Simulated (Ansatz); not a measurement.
# BAs: geometry relaxation (part 1 of 2)

BAs (P-6m2, 2 atoms in the cell), computed with DFT, LDA, PAW with Ansatz's default frozen-core files, scalar-relativistic, no spin polarisation (Ansatz 0.2.0).

The structure was built on a prototype by a generator; it need not be a known phase. Its volume is 0.66 times that of the source entry. It belongs to a series of runs on one base structure; here: WC relaxed under pressure, PAW files. Figures and captions count atoms from 1; the log counts them from 0 in places.

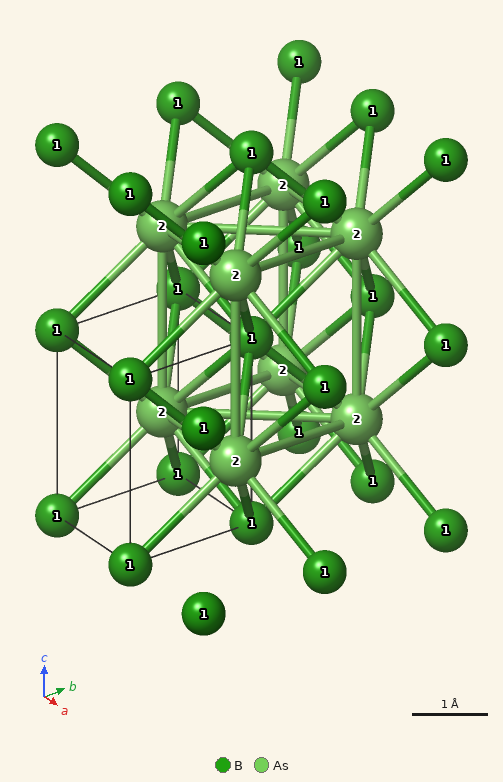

Figure 1. The input geometry (ball-and-stick view of the cell of the calculation, repeated 2 × 2 × 2, seen slightly off an axis; atoms are numbered from 1 in the order of the input). An atom can appear more than once, as a periodic image. Near neighbours in the periodic cell (some may lie outside the picture): B has 6 As at 1.99 Å; As has 8 As at 2.58 to 2.63 Å and 6 B at 1.99 Å.

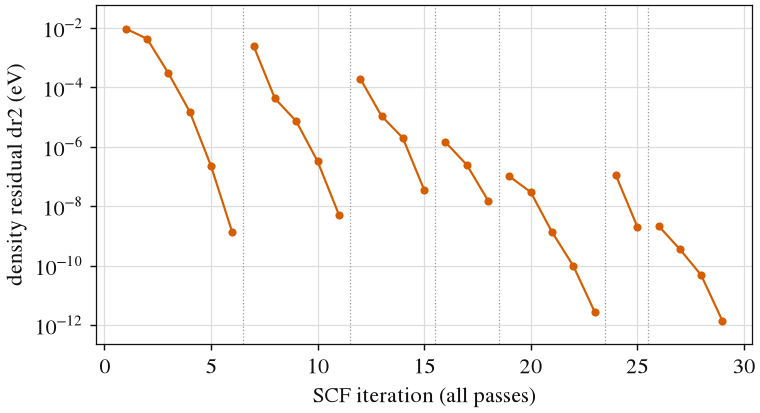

Figure 2. Convergence of the self-consistent field: density residual dr2 against the SCF iteration. The dotted lines part the SCF passes of the relaxation: geometry steps, rejected trials and re-solves on a re-selected basis. The 7 passes take 2 to 6 iterations each, 29 in all.

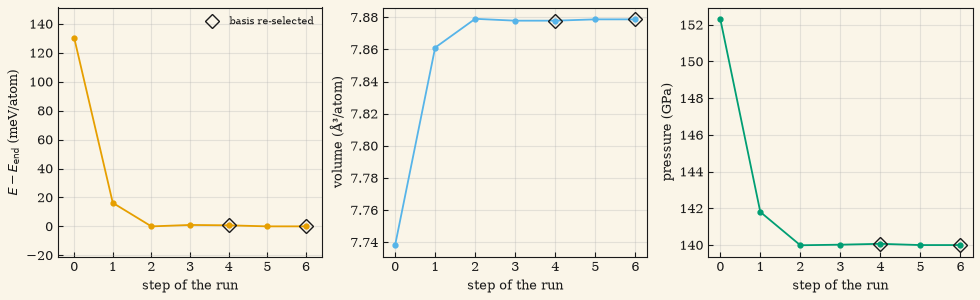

Figure 3. Progress of the relaxation, step by step (the first geometry is step 0 here and step 1 in the log).

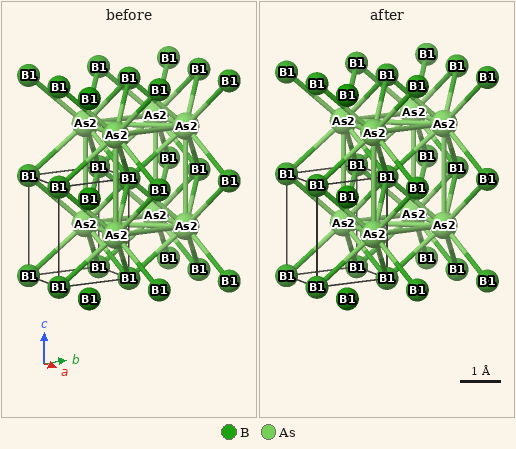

Figure 4. Before (left) and after (right) the relaxation, at one scale (ball-and-stick view of the cell of the calculation, repeated 2 × 2 × 2, seen slightly off an axis). No atom moves by more than 0.005 Å relative to the cell. Cell: a = b 2.632 → 2.634 Å (+0.1 %), c 2.579 → 2.623 Å (+1.7 %). Volume +1.8 %. Among the contacts that change: As2–As2 2.579 → 2.623 Å, B1–As2 1.993 → 2.008 Å. The space group stays P-6m2 (No. 187). After 4 geometry steps the energy has fallen by 130 meV per atom. All forces vanish by symmetry, so only the cell relaxes. The pressure goes from 152.33 to 140.00 GPa. The basis was re-selected once at an unchanged geometry, which shifts the energy a little without any move. The energy change given includes the shifts at the re-selections in mid-walk, which come without any move. A last SCF at the same geometry on a re-selected plane-wave basis shifts the energy by next to nothing (0.0 meV per atom). (Atoms are counted from 1 in the order of the input.)

The input and output of the run follow.

### Input file
```yaml
crystal:
  lattice:
    - [2.6321034782, 0.0, 0.0]
    - [-1.3160517391, 2.2794684775, 0.0]
    - [0.0, 0.0, 2.5794614086]
  atoms:
    - { symbol: B, position: [0.0, 0.0, 0.0] }
    - { symbol: As, position: [0.3333333333, 0.6666666667, 0.5] }
kpoints:
  mp_grid: { grid: [18, 18, 16] }
scf:
  occupations: { method: fermi_dirac, width: 0.08 }
hamiltonian:
  xc: lda
  pseudopotentials: { kind: paw }
output:
  forces: true
  stress: true
  eigenvalues: true
relax:
  f_tol: 0.005
  max_steps: 40
  cell: { p_target: 140.0, stress_tol: 0.07 }
```

Launched with:
```bash
ansatz run input.yaml --threads 1 --pin off --max-ram 3584MiB --backend cpu --events-out ev --progress --plain --runs-dir out
```

### The program's output
```
Engine: ansatz 0.2.0, aarch64-unknown-linux-gnu
Pseudopotentials: kind: paw
Pseudopotential: B, paw, valence charge 3, recommended cutoff 420 eV (normal), B.paw.azcp
Pseudopotential: As, paw, valence charge 15, recommended cutoff 420 eV (normal), As.paw.azcp
Functional definition: SPW92
  exchange = slater_x
  correlation = pw_c
Crystal: 2 atoms, lattice volume = 15.476 Å³
Basis set: ecut = 420 eV, 315 PW (Γ)
Bands: 13, of which v1, the nominal top of the filled ones, is band 9 counted from 1 (8 counted from 0)
Symmetry: 12 space group operations
Space group: P-6m2 (ITA 187), of the structure as read, at distance tolerance 2.5e-5 Å
k-points: 333 of 5184 (time reversal used)
Non-local potential: B, projectors of the file, l = 0: 2, l = 1: 2, l = 2: 1
Non-local potential: As, projectors of the file, l = 0: 2, l = 1: 2, l = 2: 3, l = 3: 1
PAW form: soft (Blöchl's): semilocal exchange-correlation on the pseudo side does not see the compensation charge
PAW frozen core: B, regenerated for the run's functional, and the local potential with it (the file was generated under x = pbe(κ = 0.804, μ = 0.2195149727645171), c = pbe(β = 0.06672455060314922))
PAW frozen core: As, regenerated for the run's functional, and the local potential with it (the file was generated under x = pbe(κ = 0.804, μ = 0.2195149727645171), c = pbe(β = 0.06672455060314922))
PAW one-centre angular grid: B, 110 points (default); XC on 64 Gauss nodes
PAW one-centre angular grid: As, 590 points (default); XC on 64 Gauss nodes
Initial density: superposition of atomic densities (neutral atoms: chi_scale 0, normalization atom), corrected by the library's trained network
Initial wavefunctions: pseudopotential atomic-orbital guess
Functional: x = slater, c = lda
SCF iter   1: F=—  HF=-4918.479842 eV  |F-HF|=—  |Δ(HF+E_count)|=         —  Δρ=1.07e-2  dr2=9.44e-3  ethr=1.77e-3  ⟨swp⟩=4.7  Hψ=22954  notcnv=0
preconditioner: auto → none  [metal: Δε(μ)=0.006 eV  Ē_g=31.606 eV  σ=0.080 eV  W_gap=0.02  n_scr=8 (ndim 8)  ℏωp=40.0 eV  f_vac=0.000  D(μ)=0.60/eV (n_scr^D=2)  sad-step TF]
SCF iter   2: F=—  HF=-4918.476568 eV  |F-HF|=—  |Δ(HF+E_count)|=   3.27e-3  Δρ=6.73e-3  dr2=4.30e-3  ethr=5.25e-5  ⟨swp⟩=2.0  Hψ=9346  notcnv=0
SCF iter   3: F=—  HF=-4918.475343 eV  |F-HF|=—  |Δ(HF+E_count)|=   1.22e-3  Δρ=1.47e-3  dr2=2.99e-4  ethr=2.39e-5  ⟨swp⟩=2.3  Hψ=6508  notcnv=0
SCF iter   4: F=—  HF=-4918.475124 eV  |F-HF|=—  |Δ(HF+E_count)|=   2.20e-4  Δρ=2.98e-4  dr2=1.53e-5  ethr=1.66e-6  ⟨swp⟩=2.0  Hψ=7276  notcnv=0
SCF iter   5: F=—  HF=-4918.475118 eV  |F-HF|=—  |Δ(HF+E_count)|=   5.50e-6  Δρ=5.78e-5  dr2=2.26e-7  ethr=8.51e-8  ⟨swp⟩=2.0  Hψ=5292  notcnv=0
SCF iter   6: F=-4918.475118 eV  HF=-4918.475118 eV  |F-HF|=7.82e-11  |Δ(HF+E_count)|=   5.42e-8  Δρ=4.45e-6  dr2=1.31e-9  ethr=5.56e-10  ⟨swp⟩=5.1  Hψ=20419  notcnv=0
SCF 1 converged in 6 iterations: F = -4918.475118 eV  dr2 = 1.31e-9
  greatest PAW one-centre occupation: 1.000 electrons in one spin orbital (limit 2), on the As atom at site 1 (counted from 0), in its partial waves of l = 2
relax step   1: F+E_penalty+E_count = -4918.47511839 eV  Δ(F+E_penalty+E_count) = +0.000e0 eV  max|allowed force component| = 1.665e-16 eV/Å  Δτ_max = 0.0000 Å  P = +152.325 GPa  Ω = 15.476 Å³  (6 SCF iters, dr2 threshold 1.00e-7 eV, accepted)
Crystal: 2 atoms, lattice volume = 15.722 Å³
Initial density: handed on by an earlier stage of this run
Initial wavefunctions: those handed on with the density
iter 1 solved again at ethr=1.35e-5 eV; its pass at ethr=3.10e-3 eV (dr2=2.43e-3 eV) is discarded
SCF iter   1: F=—  HF=-4918.704394 eV  |F-HF|=—  |Δ(HF+E_count)|=         —  Δρ=3.73e-3  dr2=2.44e-3  ethr=1.35e-5  ⟨swp⟩=1.5  Hψ=25971  notcnv=0
preconditioner: auto → none  [metal: Δε(μ)=0.018 eV  Ē_g=31.494 eV  σ=0.080 eV  W_gap=0.06  n_scr=8 (ndim 8)  ℏωp=39.7 eV  f_vac=0.000  D(μ)=0.63/eV (n_scr^D=2)]
SCF iter   2: F=—  HF=-4918.703500 eV  |F-HF|=—  |Δ(HF+E_count)|=   8.94e-4  Δρ=6.72e-4  dr2=4.22e-5  ethr=1.35e-5  ⟨swp⟩=2.0  Hψ=5388  notcnv=0
SCF iter   3: F=—  HF=-4918.703485 eV  |F-HF|=—  |Δ(HF+E_count)|=   1.45e-5  Δρ=3.19e-4  dr2=7.24e-6  ethr=2.35e-7  ⟨swp⟩=2.1  Hψ=7017  notcnv=0
SCF iter   4: F=—  HF=-4918.703487 eV  |F-HF|=—  |Δ(HF+E_count)|=   1.14e-6  Δρ=7.16e-5  dr2=3.25e-7  ethr=4.02e-8  ⟨swp⟩=2.6  Hψ=6448  notcnv=0
SCF iter   5: F=-4918.703487 eV  HF=-4918.703487 eV  |F-HF|=1.39e-9  |Δ(HF+E_count)|=   1.91e-7  Δρ=1.02e-5  dr2=5.23e-9  ethr=1.11e-9  ⟨swp⟩=5.0  Hψ=20690  notcnv=0
SCF 2 converged in 5 iterations: F = -4918.703487 eV  dr2 = 5.23e-9
relax step   2: F+E_penalty+E_count = -4918.70348678 eV  Δ(F+E_penalty+E_count) = -2.284e-1 eV  max|allowed force component| = 3.331e-16 eV/Å  Δτ_max = 0.0000 Å  P = +141.802 GPa  Ω = 15.722 Å³  energy of the carried Pulay correction = -3.926e-4 eV  (5 SCF iters, dr2 threshold 2.00e-7 eV, accepted)
Crystal: 2 atoms, lattice volume = 15.758 Å³
iter 1 solved again at ethr=1.10e-6 eV; its pass at ethr=3.10e-3 eV (dr2=1.98e-4 eV) is discarded
SCF iter   1: F=—  HF=-4918.736100 eV  |F-HF|=—  |Δ(HF+E_count)|=         —  Δρ=1.21e-3  dr2=1.98e-4  ethr=1.10e-6  ⟨swp⟩=2.3  Hψ=28150  notcnv=0
preconditioner: auto → none  [metal: Δε(μ)=0.016 eV  Ē_g=31.436 eV  σ=0.080 eV  W_gap=0.05  n_scr=8 (ndim 8)  ℏωp=39.7 eV  f_vac=0.000  D(μ)=0.64/eV (n_scr^D=2)]
SCF iter   2: F=—  HF=-4918.736037 eV  |F-HF|=—  |Δ(HF+E_count)|=   6.26e-5  Δρ=4.16e-4  dr2=1.09e-5  ethr=1.10e-6  ⟨swp⟩=2.0  Hψ=5306  notcnv=0
SCF iter   3: F=—  HF=-4918.736035 eV  |F-HF|=—  |Δ(HF+E_count)|=   2.06e-6  Δρ=1.86e-4  dr2=1.99e-6  ethr=6.08e-8  ⟨swp⟩=2.1  Hψ=7284  notcnv=0
SCF iter   4: F=-4918.736035 eV  HF=-4918.736035 eV  |F-HF|=5.14e-8  |Δ(HF+E_count)|=   1.96e-7  Δρ=2.39e-5  dr2=3.60e-8  ethr=1.11e-9  ⟨swp⟩=2.7  Hψ=17533  notcnv=0
SCF 3 converged in 4 iterations: F = -4918.736035 eV  dr2 = 3.60e-8
relax step   3: F+E_penalty+E_count = -4918.73603504 eV  Δ(F+E_penalty+E_count) = -3.255e-2 eV  max|allowed force component| = 7.864e-17 eV/Å  Δτ_max = 0.0000 Å  P = +139.987 GPa  Ω = 15.758 Å³  energy of the carried Pulay correction = -4.507e-4 eV  (4 SCF iters, dr2 threshold 2.00e-7 eV, accepted)
Crystal: 2 atoms, lattice volume = 15.756 Å³
iter 1 solved again at ethr=8.16e-9 eV; its pass at ethr=3.10e-3 eV (dr2=1.47e-6 eV) is discarded
SCF iter   1: F=—  HF=-4918.734041 eV  |F-HF|=—  |Δ(HF+E_count)|=         —  Δρ=1.44e-4  dr2=1.43e-6  ethr=8.16e-9  ⟨swp⟩=2.0  Hψ=27453  notcnv=0
preconditioner: auto → none  [metal: Δε(μ)=0.020 eV  Ē_g=31.434 eV  σ=0.080 eV  W_gap=0.06  n_scr=8 (ndim 8)  ℏωp=39.7 eV  f_vac=0.000  D(μ)=0.64/eV (n_scr^D=2)]
SCF iter   2: F=—  HF=-4918.734040 eV  |F-HF|=—  |Δ(HF+E_count)|=   2.54e-7  Δρ=6.74e-5  dr2=2.49e-7  ethr=7.96e-9  ⟨swp⟩=1.1  Hψ=4361  notcnv=0
SCF iter   3: F=-4918.734040 eV  HF=-4918.734040 eV  |F-HF|=8.30e-9  |Δ(HF+E_count)|=   2.46e-8  Δρ=1.28e-5  dr2=1.56e-8  ethr=1.11e-9  ⟨swp⟩=3.5  Hψ=13126  notcnv=0
SCF 4 converged in 3 iterations: F = -4918.734040 eV  dr2 = 1.56e-8
```
